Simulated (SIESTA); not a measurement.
# Co: 7 runs along one coordinate

System: Co (P6₃/mmc, 4 atoms in the cell).
Method: Kohn-Sham DFT of a periodic cell, PBE, PseudoDojo 0.4 standard, converted to PSML, spin-polarised (SIESTA 5.4.2).

The 7 runs differ only in the geometry, by an even scaling of the cell at fixed fractional positions. The structure derives from a Materials Project entry.

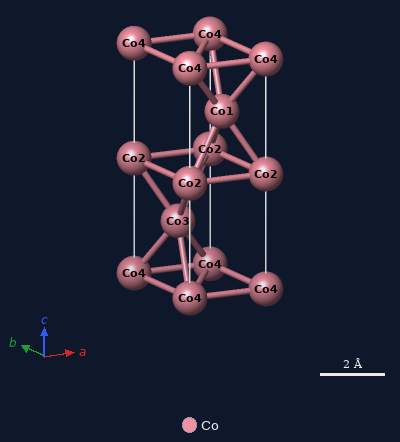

Figure 1. The structure of run 4 (ball-and-stick view of the cell of the calculation, seen at an oblique angle; atoms are numbered from 1 in the order of the input). An atom can appear more than once, as a periodic image.

## Input of run 4
```
SystemName                      Co
SystemLabel                     Co
NumberOfSpecies                 1
NumberOfAtoms                   4
%block ChemicalSpeciesLabel
  1  27 Co
%endblock ChemicalSpeciesLabel

LatticeConstant                 1.0 Ang
%block LatticeVectors
     2.4705617809     0.0000000000     0.0000000000
    -1.2352808905     2.1395692639     0.0000000000
     0.0000000000     0.0000000000     8.0882338000
%endblock LatticeVectors
AtomicCoordinatesFormat         Fractional
%block AtomicCoordinatesAndAtomicSpecies
     0.6666666667     0.3333333333     0.7500000000  1  Co
     0.0000000000     0.0000000000     0.5000000000  1  Co
     0.3333333333     0.6666666667     0.2500000000  1  Co
     0.0000000000     0.0000000000     0.0000000000  1  Co
%endblock AtomicCoordinatesAndAtomicSpecies

%block kgrid.MonkhorstPack
   12   0   0  0.0
    0  12   0  0.0
    0   0   4  0.0
%endblock kgrid.MonkhorstPack
XC.Functional                   GGA
XC.Authors                      PBE
PAO.BasisSize                   DZP
PAO.EnergyShift                 0.003 Ry
Mesh.Cutoff                     800 Ry
Spin                            polarized
%block DM.InitSpin
    1   2.000
    2   2.000
    3   2.000
    4   2.000
%endblock DM.InitSpin
OccupationFunction              FD
ElectronicTemperature           0.05 eV
MaxSCFIterations                200
SCF.MustConverge                false
SCF.Mixer.Method                Pulay
SCF.Mixer.Weight                0.1
SCF.Mixer.History               10
SCF.DM.Tolerance                5.0e-05
SCF.H.Tolerance                 1.0e-03 eV
WriteForces                     true
Charge.Mulliken                 end
Charge.Hirshfeld                end
Charge.Voronoi                  end
SaveRho                         true
SaveElectrostaticPotential      true
%block PAO.Basis
  Co 5
  n=3 0 2
    2.527 0.000
  n=4 0 2
    7.356 0.000
  n=3 1 2
    2.822 0.000
  n=4 1 1
    7.356
  n=3 2 2
    4.649 0.000
%endblock PAO.Basis
```

Command:
```bash
siesta Co.fdf > Co.out 2>&1
```

Run 3 has the same physical settings and fractional positions; its lattice vectors (Å) are:
```
   2.453980    0.000000    0.000000
  -1.226990    2.125209    0.000000
   0.000000    0.000000    8.033949
```

## Results, with one run withheld

| run | volume per atom (Å³) | free energy per atom, from the lowest run given (meV) | pressure (GPa) |
| --- | --- | --- | --- |
| 1 | 10.047 | 53.23 | 20.73 |
| 2 | 10.261 | 29.40 | 15.02 |
| 3 | 10.475 | ? | ? |
| 4 | 10.688 | 3.11 | 4.85 |
| 5 | 10.902 | 0.00 | −0.16 |
| 6 | 11.116 | 2.89 | −3.95 |
| 7 | 11.330 | 10.30 | −7.21 |

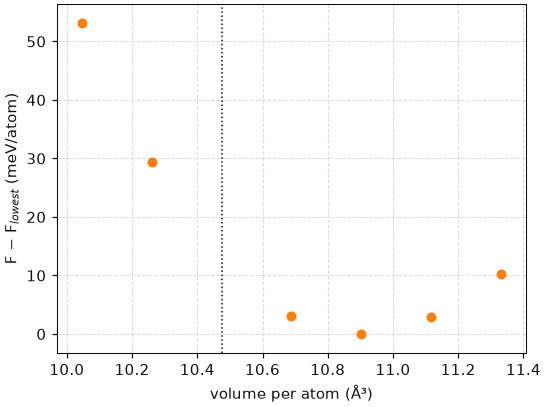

Figure 2. Free energy per atom of the runs given; the dotted line marks run 3.

Estimate the energy of run 3 from the others.

A cubic polynomial in V^(−2/3) (the Birch–Murnaghan form), fitted to the 6 runs given, misses them by at most 0.27 meV per atom. With x = V^(−2/3) − 0.20584 Å⁻², it reads F = 2.7341 + 2077.2 x + 4.0387e+05 x² − 2.7418e+05 x³ (meV per atom). At run 3 it gives 12.77 meV per atom, and the run itself gives 13.01. The slope of the fit gives a pressure −dF/dV of 9.64 GPa there, and the run prints 9.95 GPa. The two needn't agree exactly: the fit is approximate, and the printed stress is taken on a finite basis. The fit has its minimum at 10.911 Å³ per atom, where V d²F/dV² gives 219 GPa. Cell shape and fractional positions are held, so this is the stiffness under even scaling; the relaxed bulk modulus wasn't computed.

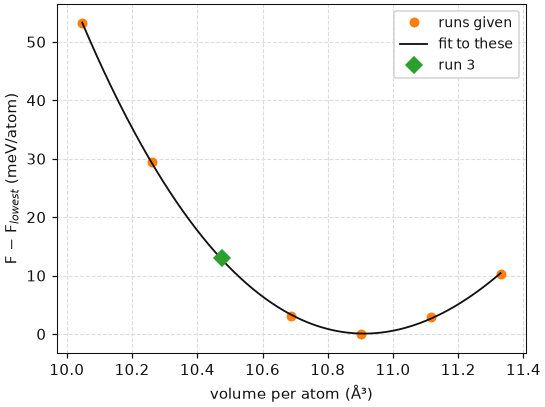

Figure 3. The fit and the withheld run.

## Some lines of the output (run 3)
```
[...]
outcell: Cell volume (Ang**3)        :     41.8988
stepf: Fermi-Dirac step function
siesta: Etot    =    -16651.091480
siesta: FreeEng =    -16651.118055
        iscf     Eharris(eV)        E_KS(eV)     FreeEng(eV)     dDmax    Ef(eV) dHmax(eV)
siesta: E_KS(eV) =           -16655.9110
siesta: E_KS - E_eggbox =    -16655.9110
siesta: Etot    =    -16655.911008
siesta: FreeEng =    -16655.943565
siesta:         Fermi =      -5.680259
siesta: Cell volume =         41.898825 Ang**3
    Orbital volume contribution        =           3.358466 eV
```

Notes: Points of doubt noted for this run: mulliken charges of long orbitals. With a small basis of atomic orbitals these values can differ much from converged plane-wave results.
